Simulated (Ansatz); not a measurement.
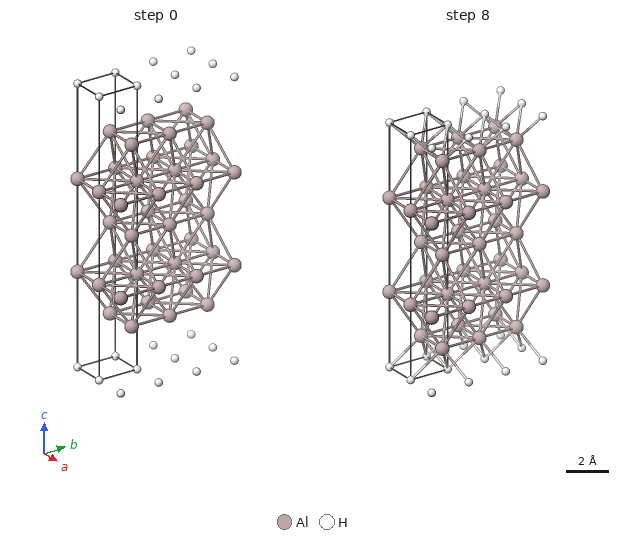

The structure of solid Al5H (a generated structure, set up in P-6m2) (coarse preliminary run) before (left) and after (right) a relaxation, at one scale.

A ball-and-stick model of the cell of the calculation, repeated 2 × 3 × 1 with one cell outlined, seen slightly off an axis.

These are results of DFT PBE, scalar-relativistic, plane waves, PAW (Ansatz), not measurements. (plane-wave cutoff 420 eV; k-point mesh 6 × 6 × 2; occupations gaussian; smearing width 0.1 eV; no spin polarisation; cell and atoms relaxed; force threshold 0.04 eV/Å; at most 70 steps)

Q: What changed between the two?

A: After 7 accepted moves (8 points after the start) the energy has fallen by 1.584 eV per cell of the calculation. Largest force component: 0.88 eV/Å at the start, 0.037 eV/Å at the end. Pressure: −4.14 GPa at the start and −0.10 GPa at the end. The SCF was repeated once at an unchanged geometry on a basis and grid sized afresh for the cell, which shifted the energy by 3.1 meV per cell of the calculation at most. The largest moves relative to the cell, 0.77 Å, are those of Al atoms. H stays in place. Cell: a = b 2.931 → 2.863 Å (−2.3 %), c 14.189 → 12.237 Å (−13.8 %). Volume −17.7 %. Near-neighbour distances that change, for instance: Al–Al 5.091 → 2.856 Å, Al–H 3.057 → 2.184 Å, Al–Al 2.931 → 2.863 Å, Al–Al 2.796 → 2.863 Å. New bonds form, among them: Al–Al (5.09 → 2.86 Å). The space group stays P-6m2 (No. 187).
